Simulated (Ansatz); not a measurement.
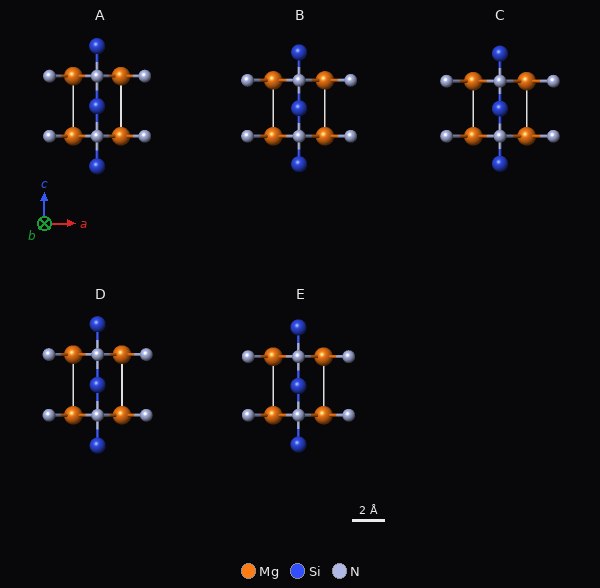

5 geometries from one relaxation of a crystal of MgSiN (a generated structure, set up in Pmmm), in shuffled order. The picture is a ball-and-stick view of the cell of the calculation, seen along the b axis.

Theory: DFT PBE, scalar-relativistic, plane waves, PAW in Ansatz 0.2.0. (plane-wave cutoff 420 eV; k-point mesh 14 × 14 × 14; occupations gaussian; smearing width 0.1 eV; no spin polarisation; cell and atoms relaxed; force threshold 0.01 eV/Å; at most 80 steps)

**Put them in the order of the run, from the start to the converged end.**

C, B, E, A, D. They are steps 0, 1, 2, 3, 9, at +171 meV per atom, +96.1 meV per atom, +22.6 meV per atom, +11.8 meV per atom relative to the last. The atoms keep their places relative to the cell (all moves are under 0.005 Å). The drawn cell changes as follows: a 3.363 → 3.067 Å (−8.8 %), b 3.398 → 3.068 Å (−9.7 %), c 3.469 → 3.822 Å (+10.2 %); the volume changes by −9.3 %. Some distances before and after: Si–Si 3.398 → 3.068 Å, Mg–N 2.390 → 2.169 Å, N–Si 1.734 → 1.911 Å. The space group (tolerance 0.01 Å) goes from Pmmm (No. 47) to P4/mmm (No. 123). After 7 accepted moves (9 points after the start) the energy has fallen by 171 meV per atom. All forces vanish by symmetry, so only the cell relaxes. Pressure: 0.50 GPa at the start and 0.00 GPa at the end. At 2 points the geometry stayed and the basis and grid were re-selected for the new cell (energy shift of 1.3 meV per atom at most each time).
